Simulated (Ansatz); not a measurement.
Read the following structure.

```
CELL_PARAMETERS angstrom
4.40317 0.00000 0.00000
0.00000 4.40317 0.00000
0.00000 0.00000 4.40317
ATOMIC_POSITIONS crystal
Al 0.00000 0.00000 0.00000
N 0.25000 0.25000 0.25000
Al 0.00000 0.50000 0.50000
N 0.25000 0.75000 0.75000
Al 0.50000 0.00000 0.50000
N 0.75000 0.25000 0.75000
Al 0.50000 0.50000 0.00000
N 0.75000 0.75000 0.25000
```

> Summarise the structure in words.

Chemical formula AlN. The lattice is face-centred cubic and the space group F-43m (No. 216). The structure is of the kind named zinc blende (sphalerite type). Counting shared atoms by their share gives 4 Al, 4 N, or 8 atoms. Al is coordinated by four N in a tetrahedral arrangement at 1.91 Å. N is coordinated by four Al in a tetrahedral arrangement at 1.91 Å. The bonds build a three-dimensional framework.

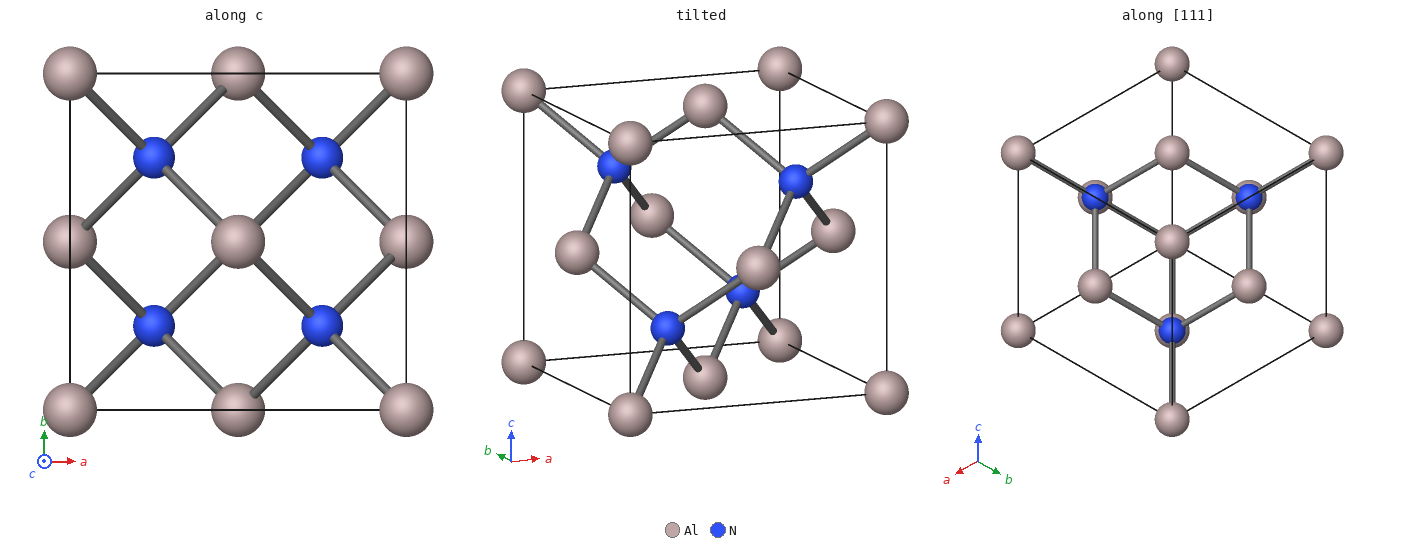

The figure gives a ball-and-stick picture of the atoms, viewed along the c axis, slightly off an axis and along [111]. Lines trace the edges of the conventional unit cell. Colours: aluminium light grey, nitrogen blue.

Source of the structure: a structure listed in the Materials Project. A relaxation with DFT PBE, scalar-relativistic, plane waves, PAW in Ansatz gave the geometry drawn.
